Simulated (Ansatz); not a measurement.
Run report: Zn15HS15 (charge −1), geometry relaxation (part 3 of 3)

Zn15HS15 (defect cell, 31 atoms in the cell, total charge −1); DFT PBE, scalar-relativistic, plane waves, PAW, no spin polarisation (Ansatz 0.2.0); cutoff 420 eV, 2×2×2 k-mesh, Gaussian smearing of 0.01 eV. The structure derives from a Materials Project entry. It belongs to a series of runs on one base structure; here: H interstitial, charge -1, atoms relaxed at the host's cell.

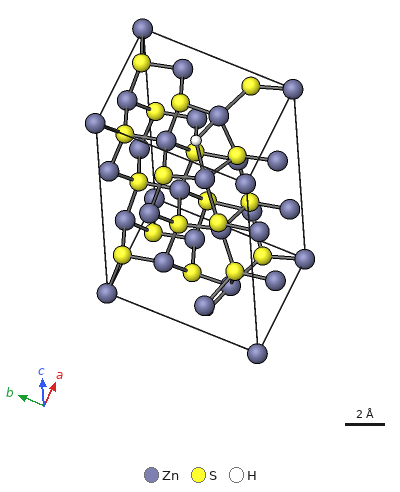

Fig. 1: The geometry at step 4 of the log (ball-and-stick view of the cell of the calculation, seen at an oblique angle).

### Trajectory as extended XYZ (Å, eV, eV/Å), 7 frames, from step=1 to step=7
```
31
Lattice="0.0000 -6.6618 0.0000 0.0000 -2.2206 9.4493 -9.6155 -3.3309 0.0000" Properties=species:S:1:pos:R:3:forces:R:3 step=1 energy=-63347.51331
Zn   -7.6893   -8.8824    9.4495   -0.0291  -0.0450   0.1903
Zn   -3.8430   -8.8987    9.4873    0.0135   0.0392   0.0848
Zn   -5.7810   -5.5571    9.4708    0.0547  -0.0336   0.0765
Zn   -1.9367   -5.5628    9.4239   -0.0340  -0.0826   0.1999
Zn   -0.0016   -2.2163    9.4306    0.0055   0.1114   0.3962
Zn   -7.7107   -6.6583    6.3020   -0.1251  -0.0247  -0.1257
Zn   -3.8902   -6.6538    6.3270    0.2732  -0.1698  -0.0026
Zn   -5.7764   -9.9904    6.3180   -0.1771  -0.1262  -0.0842
Zn   -1.9369   -3.3302    6.3145    0.1167   0.1083  -0.1596
Zn   -0.0101   -6.6620    6.3081   -0.1708   0.0796  -0.1572
Zn   -7.7309   -4.4497    3.1844   -0.5781  -0.2871  -0.1063
Zn   -3.8749   -4.4988    3.1651    0.1822   0.0917  -0.2359
Zn   -5.7406   -7.7995    3.1595   -0.0572   0.0474  -0.1425
Zn   -1.8183   -7.8215    3.1930    0.8774  -0.6598   0.2866
Zn   -0.0193   -4.3642    3.1629   -0.0656   0.4684  -0.1514
S    -7.6542   -6.6839    2.3549    0.2874   0.0664  -0.1267
S    -3.7895   -6.7207    2.3974   -0.1287  -0.0198  -0.0235
S    -5.7798   -3.3592    2.3784   -0.0702  -0.0204   0.0349
S    -1.9886   -3.3869    2.2998   -0.5053  -0.2563  -0.2040
S     0.0167   -6.5961    2.3513    0.1572   0.6346  -0.6049
S    -7.7259   -4.4503    5.5173    0.4553   0.1845   0.2935
S    -3.8600   -4.4432    5.5257   -0.0496   0.0123   0.0094
S    -5.7902   -7.7761    5.5208   -0.0667  -0.0055   0.0056
S    -1.9617   -7.7725    5.5607   -0.4695   0.3435   0.4080
S    -0.0187   -4.4328    5.4976    0.0110  -0.2855   0.3910
S    -7.6967   -6.6649    8.6576    0.0234  -0.0105  -0.0541
S    -3.8669   -6.6807    8.6778   -0.1837   0.0104  -0.0538
S    -5.7659  -10.0006    8.6748    0.0529  -0.0125  -0.0466
S    -1.9265   -3.3374    8.6664   -0.0185  -0.0079  -0.0535
S     0.0005   -6.6551    8.6575    0.0406   0.0318  -0.1165
H    -0.2708   -2.0739    3.7961    0.1784  -0.1824   0.0726
31
Lattice="0.0000 -6.6618 0.0000 0.0000 -2.2206 9.4493 -9.6155 -3.3309 0.0000" Properties=species:S:1:pos:R:3:forces:R:3 step=2 energy=-63347.92108
Zn   -7.6847   -8.8793    9.4461   -0.0075  -0.0095   0.1090
Zn   -3.8324   -8.9077    9.5178    0.0285  -0.0180   0.1367
Zn   -5.7999   -5.5595    9.4923   -0.0098  -0.0080   0.0960
Zn   -1.9621   -5.5731    9.4079   -0.0003  -0.0061   0.0706
Zn   -0.0066   -2.1842    9.4212   -0.0053   0.0215   0.1954
Zn   -7.7278   -6.6500    6.2858   -0.0850  -0.0191  -0.0655
Zn   -3.9144   -6.6498    6.3385    0.0556  -0.0440  -0.0220
Zn   -5.7748   -9.9873    6.3195   -0.0842  -0.0589  -0.0477
Zn   -1.9443   -3.3144    6.2972    0.0709   0.0351  -0.0598
Zn   -0.0252   -6.6594    6.2876   -0.0797   0.0485  -0.0670
Zn   -7.8239   -4.4494    3.1838   -0.4555  -0.2013  -0.0491
Zn   -3.8978   -4.5395    3.1409    0.0317  -0.0369  -0.1506
Zn   -5.7233   -7.8113    3.1426    0.0620   0.0106  -0.1240
Zn   -1.6684   -7.8909    3.2309    0.7286  -0.4715   0.2167
Zn   -0.0276   -4.2498    3.1567   -0.0400   0.5136   0.0503
S    -7.6153   -6.6635    2.3396    0.2119  -0.0028  -0.1631
S    -3.7112   -6.7891    2.4323   -0.3475   0.1703  -0.1336
S    -5.8273   -3.3892    2.4005    0.0924   0.0355  -0.0567
S    -2.0512   -3.4138    2.2680   -0.1673   0.0152  -0.0322
S     0.0250   -6.4670    2.3069    0.0277  -0.1011  -0.1396
S    -7.7080   -4.4287    5.5304    0.2087   0.1020   0.1971
S    -3.8681   -4.4448    5.5103   -0.0210   0.0201   0.0661
S    -5.8069   -7.7753    5.5098   -0.0237   0.0140   0.0498
S    -2.0013   -7.7431    5.5963   -0.0578   0.0725   0.0785
S    -0.0310   -4.4379    5.5069    0.0030  -0.2224   0.2437
S    -7.7087   -6.6592    8.6459    0.0133   0.0064  -0.0248
S    -3.9038   -6.6934    8.6857   -0.0298   0.0183  -0.0571
S    -5.7549  -10.0036    8.6797    0.0043  -0.0099  -0.0329
S    -1.9246   -3.3371    8.6550   -0.0250  -0.0034  -0.0197
S    -0.0026   -6.6305    8.6336    0.0081  -0.0140  -0.0114
H    -0.1349   -2.1979    3.8608   -0.1067   0.1427  -0.2521
31
Lattice="0.0000 -6.6618 0.0000 0.0000 -2.2206 9.4493 -9.6155 -3.3309 0.0000" Properties=species:S:1:pos:R:3:forces:R:3 step=3 energy=-63348.07654
Zn   -7.6805   -8.8823    9.4432    0.0084   0.0181   0.0059
Zn   -3.8280   -8.9123    9.5418    0.0185  -0.0387   0.1141
Zn   -5.8151   -5.5662    9.5152   -0.0435   0.0041   0.0791
Zn   -1.9795   -5.5789    9.4060    0.0187   0.0345  -0.0435
Zn   -0.0128   -2.1714    9.4494   -0.0036  -0.0437   0.0571
Zn   -7.7457   -6.6539    6.2815    0.0014  -0.0067   0.0406
Zn   -3.9242   -6.6525    6.3386   -0.1361   0.0694  -0.0056
Zn   -5.7721   -9.9868    6.3224    0.0436   0.0211   0.0156
Zn   -1.9404   -3.3105    6.2925   -0.0183  -0.0381   0.0668
Zn   -0.0356   -6.6755    6.2916    0.0086  -0.0399   0.0606
Zn   -7.9186   -4.4742    3.1954   -0.2008  -0.0537  -0.0250
Zn   -3.9209   -4.5636    3.1222   -0.0867  -0.1108  -0.0581
Zn   -5.7045   -7.8321    3.1263    0.1031  -0.0425  -0.0900
Zn   -1.5479   -7.9437    3.2555    0.2675  -0.1005   0.0515
Zn   -0.0310   -4.1218    3.1738    0.0158   0.2181   0.0529
S    -7.5682   -6.6572    2.3167    0.1181  -0.0786  -0.0846
S    -3.6826   -6.8191    2.4467   -0.3203   0.2136  -0.1211
S    -5.8726   -3.4217    2.4179    0.1848   0.1059  -0.0712
S    -2.1025   -3.4182    2.2542    0.0511   0.1360   0.1175
S     0.0283   -6.3719    2.3076   -0.0620  -0.2980   0.0479
S    -7.6892   -4.4194    5.5589   -0.0995  -0.0347   0.0069
S    -3.8702   -4.4452    5.5056    0.0099   0.0041   0.0569
S    -5.8192   -7.7758    5.5044    0.0199   0.0052   0.0496
S    -2.0178   -7.7343    5.6166    0.2926  -0.1658  -0.2300
S    -0.0387   -4.4679    5.5381   -0.0046   0.1368  -0.0760
S    -7.7215   -6.6568    8.6460    0.0033  -0.0044  -0.0019
S    -3.9268   -6.6995    8.6849    0.0763   0.0010  -0.0403
S    -5.7472  -10.0117    8.6836   -0.0287   0.0001  -0.0344
S    -1.9246   -3.3367    8.6559   -0.0157   0.0011   0.0038
S    -0.0073   -6.6277    8.6363   -0.0229   0.0112  -0.0084
H    -0.0210   -2.1910    3.7022   -0.1993   0.0759   0.0633
31
Lattice="0.0000 -6.6618 0.0000 0.0000 -2.2206 9.4493 -9.6155 -3.3309 0.0000" Properties=species:S:1:pos:R:3:forces:R:3 step=4 energy=-63348.13223
Zn   -7.6820   -8.8849    9.4254    0.0132   0.0094   0.0292
Zn   -3.8388   -8.9087    9.5429    0.0048  -0.0159   0.0828
Zn   -5.8089   -5.5664    9.5135   -0.0271   0.0031   0.0417
Zn   -1.9782   -5.5720    9.4015    0.0028   0.0164  -0.0162
Zn   -0.0175   -2.1805    9.4705   -0.0010  -0.0258   0.0315
Zn   -7.7425   -6.6559    6.2930   -0.0001   0.0030   0.0161
Zn   -3.9187   -6.6592    6.3217   -0.0701   0.0365  -0.0046
Zn   -5.7760   -9.9943    6.3117    0.0179   0.0112   0.0065
Zn   -1.9418   -3.3169    6.3050   -0.0106  -0.0240   0.0434
Zn   -0.0351   -6.6741    6.2994    0.0147  -0.0284   0.0201
Zn   -7.9348   -4.4879    3.1796   -0.0384  -0.0005  -0.0026
Zn   -3.9341   -4.5585    3.1193   -0.0427  -0.0859  -0.0387
Zn   -5.6951   -7.8366    3.1211    0.0538  -0.0087  -0.0657
Zn   -1.5013   -7.9701    3.2607    0.0499   0.0244   0.0248
Zn   -0.0305   -4.0489    3.1936    0.0286   0.0341   0.0343
S    -7.5603   -6.6632    2.2996    0.0434  -0.0520  -0.0609
S    -3.7085   -6.7954    2.4354   -0.1592   0.1223  -0.0659
S    -5.8693   -3.4155    2.4101    0.0966   0.0837  -0.0401
S    -2.1083   -3.4012    2.2551    0.0331   0.0723   0.0539
S     0.0182   -6.3799    2.3260   -0.0504  -0.1608   0.0274
S    -7.7002   -4.4285    5.5479   -0.0177   0.0081   0.0255
S    -3.8679   -4.4472    5.5053    0.0068   0.0014   0.0313
S    -5.8190   -7.7789    5.5022    0.0124  -0.0029   0.0332
S    -1.9987   -7.7496    5.5967    0.1356  -0.0711  -0.1215
S    -0.0373   -4.4611    5.5436   -0.0010   0.0256  -0.0215
S    -7.7228   -6.6552    8.6523    0.0069   0.0055  -0.0068
S    -3.9189   -6.6983    8.6728    0.0536   0.0026  -0.0412
S    -5.7497  -10.0136    8.6718   -0.0299  -0.0090  -0.0326
S    -1.9298   -3.3323    8.6623   -0.0109   0.0050  -0.0018
S    -0.0121   -6.6345    8.6410   -0.0136  -0.0047   0.0000
H    -0.0181   -2.2105    3.7497   -0.1020   0.0249   0.0192
31
Lattice="0.0000 -6.6618 0.0000 0.0000 -2.2206 9.4493 -9.6155 -3.3309 0.0000" Properties=species:S:1:pos:R:3:forces:R:3 step=5 energy=-63348.15055
Zn   -7.6909   -8.8885    9.4193    0.0081   0.0032  -0.0042
Zn   -3.8524   -8.9035    9.5419   -0.0050   0.0051  -0.0101
Zn   -5.8052   -5.5662    9.4975    0.0030  -0.0008  -0.0101
Zn   -1.9733   -5.5692    9.3989   -0.0101   0.0002  -0.0039
Zn   -0.0222   -2.1988    9.4979   -0.0001  -0.0090  -0.0221
Zn   -7.7445   -6.6621    6.2936    0.0084  -0.0018   0.0144
Zn   -3.9201   -6.6602    6.3030   -0.0041   0.0051   0.0034
Zn   -5.7728   -9.9943    6.3024    0.0030  -0.0002  -0.0033
Zn   -1.9378   -3.3299    6.3166   -0.0094  -0.0051   0.0171
Zn   -0.0307   -6.7037    6.3057    0.0034   0.0076   0.0157
Zn   -7.8995   -4.4697    3.1605    0.0210  -0.0114  -0.0090
Zn   -3.9360   -4.5499    3.1099   -0.0023   0.0041   0.0041
Zn   -5.6929   -7.8196    3.1054   -0.0024   0.0055   0.0045
Zn   -1.4887   -7.9775    3.2713   -0.0106   0.0038  -0.0133
Zn   -0.0298   -3.9872    3.2390    0.0094  -0.0080  -0.0177
S    -7.5668   -6.6612    2.2889   -0.0129   0.0112   0.0084
S    -3.7374   -6.7619    2.4185   -0.0142   0.0072  -0.0091
S    -5.8485   -3.3880    2.3895    0.0053   0.0160   0.0061
S    -2.1048   -3.3855    2.2548    0.0028   0.0019   0.0094
S     0.0100   -6.4092    2.3470    0.0040  -0.0004   0.0270
S    -7.6960   -4.4376    5.5370    0.0093   0.0005  -0.0028
S    -3.8639   -4.4472    5.5010   -0.0038  -0.0004  -0.0070
S    -5.8192   -7.7802    5.4947   -0.0006  -0.0052  -0.0091
S    -1.9916   -7.7665    5.5820    0.0096  -0.0111   0.0049
S    -0.0362   -4.4828    5.5611    0.0024   0.0011   0.0209
S    -7.7242   -6.6571    8.6527   -0.0002   0.0076  -0.0019
S    -3.9080   -6.6951    8.6544   -0.0038  -0.0042  -0.0036
S    -5.7594  -10.0119    8.6578   -0.0002  -0.0060  -0.0016
S    -1.9379   -3.3309    8.6685   -0.0004   0.0084   0.0002
S    -0.0170   -6.6524    8.6475    0.0047  -0.0109   0.0046
H    -0.0405   -2.2321    3.8124   -0.0145  -0.0141  -0.0116
31
Lattice="0.0000 -6.6618 0.0000 0.0000 -2.2206 9.4493 -9.6155 -3.3309 0.0000" Properties=species:S:1:pos:R:3:forces:R:3 step=6 energy=-63348.15099
Zn   -7.6861   -8.8866    9.4176   -0.0054  -0.0015   0.0059
Zn   -3.8586   -8.9002    9.5360    0.0026  -0.0015   0.0090
Zn   -5.8021   -5.5639    9.4942   -0.0002  -0.0002   0.0091
Zn   -1.9799   -5.5708    9.3978    0.0061  -0.0005   0.0082
Zn   -0.0228   -2.2012    9.5029    0.0000   0.0070   0.0114
Zn   -7.7369   -6.6620    6.3032   -0.0145   0.0050  -0.0240
Zn   -3.9148   -6.6620    6.2954    0.0048  -0.0055   0.0001
Zn   -5.7703   -9.9961    6.2948   -0.0105  -0.0053  -0.0015
Zn   -1.9404   -3.3323    6.3276    0.0149   0.0067  -0.0239
Zn   -0.0254   -6.6977    6.3186   -0.0034  -0.0075  -0.0241
Zn   -7.8893   -4.4711    3.1578    0.0026   0.0089   0.0093
Zn   -3.9387   -4.5458    3.1085    0.0007  -0.0018  -0.0050
Zn   -5.6973   -7.8107    3.1061    0.0037  -0.0043  -0.0036
Zn   -1.4976   -7.9774    3.2667    0.0058  -0.0164   0.0173
Zn   -0.0295   -3.9994    3.2362   -0.0131   0.0176   0.0183
S    -7.5701   -6.6578    2.2883    0.0114  -0.0061  -0.0066
S    -3.7426   -6.7580    2.4139    0.0005   0.0051  -0.0032
S    -5.8470   -3.3790    2.3881   -0.0047  -0.0049  -0.0048
S    -2.1080   -3.3892    2.2530    0.0025   0.0055  -0.0017
S     0.0123   -6.4116    2.3581   -0.0001   0.0033  -0.0255
S    -7.6961   -4.4393    5.5356    0.0093   0.0008   0.0042
S    -3.8614   -4.4482    5.4976   -0.0012   0.0024   0.0074
S    -5.8172   -7.7809    5.4923    0.0002   0.0030   0.0057
S    -1.9828   -7.7694    5.5846   -0.0119   0.0042   0.0029
S    -0.0330   -4.4790    5.5709    0.0001  -0.0092  -0.0037
S    -7.7235   -6.6540    8.6574    0.0032  -0.0045   0.0062
S    -3.9103   -6.6954    8.6475   -0.0037   0.0020  -0.0013
S    -5.7602  -10.0126    8.6517    0.0026   0.0031  -0.0023
S    -1.9398   -3.3295    8.6748   -0.0022  -0.0035   0.0044
S    -0.0161   -6.6539    8.6570   -0.0010   0.0005   0.0009
H    -0.0524   -2.2451    3.7967    0.0007  -0.0021   0.0108
31
Lattice="0.0000 -6.6618 0.0000 0.0000 -2.2206 9.4493 -9.6155 -3.3309 0.0000" Properties=species:S:1:pos:R:3:forces:R:3 step=7 energy=-63348.15183
Zn   -7.6898   -8.8873    9.4191    0.0002  -0.0002  -0.0012
Zn   -3.8573   -8.9008    9.5370    0.0000  -0.0001   0.0003
Zn   -5.8037   -5.5638    9.4918   -0.0004   0.0006  -0.0010
Zn   -1.9772   -5.5711    9.3969   -0.0004  -0.0005  -0.0018
Zn   -0.0231   -2.2028    9.5033   -0.0008  -0.0009   0.0005
Zn   -7.7423   -6.6637    6.2969   -0.0004   0.0001   0.0015
Zn   -3.9186   -6.6617    6.2981   -0.0013   0.0014   0.0009
Zn   -5.7743   -9.9969    6.2963    0.0001   0.0006   0.0010
Zn   -1.9389   -3.3328    6.3222   -0.0002  -0.0007   0.0028
Zn   -0.0282   -6.7055    6.3129    0.0003  -0.0031  -0.0010
Zn   -7.8749   -4.4608    3.1521   -0.0033   0.0055  -0.0028
Zn   -3.9348   -4.5452    3.1093   -0.0022  -0.0017  -0.0010
Zn   -5.6959   -7.8071    3.1063    0.0006  -0.0005  -0.0011
Zn   -1.4907   -7.9820    3.2721    0.0083   0.0004  -0.0041
Zn   -0.0303   -3.9866    3.2441   -0.0049  -0.0005  -0.0021
S    -7.5710   -6.6547    2.2900    0.0010   0.0022  -0.0014
S    -3.7415   -6.7559    2.4138   -0.0006  -0.0007   0.0006
S    -5.8416   -3.3754    2.3854    0.0039   0.0014   0.0009
S    -2.1058   -3.3879    2.2514   -0.0016   0.0005   0.0001
S     0.0144   -6.4147    2.3562    0.0003  -0.0052   0.0053
S    -7.6961   -4.4414    5.5317    0.0010   0.0030   0.0009
S    -3.8638   -4.4478    5.4989   -0.0001  -0.0013  -0.0013
S    -5.8194   -7.7813    5.4926   -0.0001  -0.0012  -0.0012
S    -1.9894   -7.7699    5.5846    0.0000   0.0004   0.0038
S    -0.0352   -4.4860    5.5703   -0.0014  -0.0013   0.0038
S    -7.7240   -6.6556    8.6546    0.0000   0.0011  -0.0005
S    -3.9106   -6.6949    8.6490    0.0007  -0.0008  -0.0019
S    -5.7615  -10.0112    8.6527    0.0000  -0.0013  -0.0015
S    -1.9401   -3.3306    8.6723    0.0006   0.0008   0.0003
S    -0.0164   -6.6567    8.6538    0.0000   0.0006  -0.0013
H    -0.0559   -2.2480    3.8151    0.0010   0.0015   0.0026
```

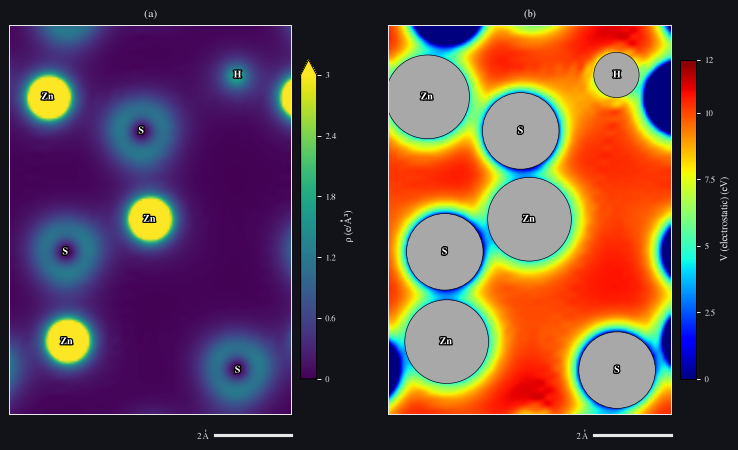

Fig. 2: (a) valence pseudo-density; (b) electrostatic potential (local pseudopotential plus Hartree) felt by an electron on the (001) plane of the calculation cell. Grey discs, where drawn, cover atomic cores. The section cuts through Zn, S and H sites. Zn–S (2.31 Å): ρ is about 0.54 e/Å³ halfway. Zn–S (2.37 Å): ρ is about 0.49 e/Å³ halfway. Zn–S (2.59 Å): ρ is about 0.32 e/Å³ halfway. Away from the nuclei the density in this plane falls to 0.01 e/Å³ at its lowest. Outside the cores the potential energy rises away from the atoms and is highest about 1.1 Å from the nearest atoms; outside the discs it spans about 10 eV, and its zero is arbitrary. In a PAW calculation such maps are meaningful between the atoms, not at the nuclei.

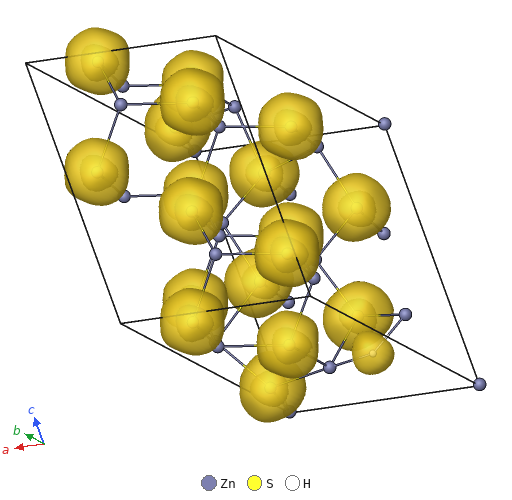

Fig. 3: Isosurface of the ELF at 0.75 (yellow), seen at an oblique angle. Core shells and regions of very low density are left out. Sticks mark near contacts. The outline is the calculation cell. Profiles from the grid: Zn–H (1.79 Å): the ELF climbs to about 1 towards the hydrogen, as it does in any bond to H. Zn–S (2.31 Å): the ELF is about 0.55 at the midpoint.
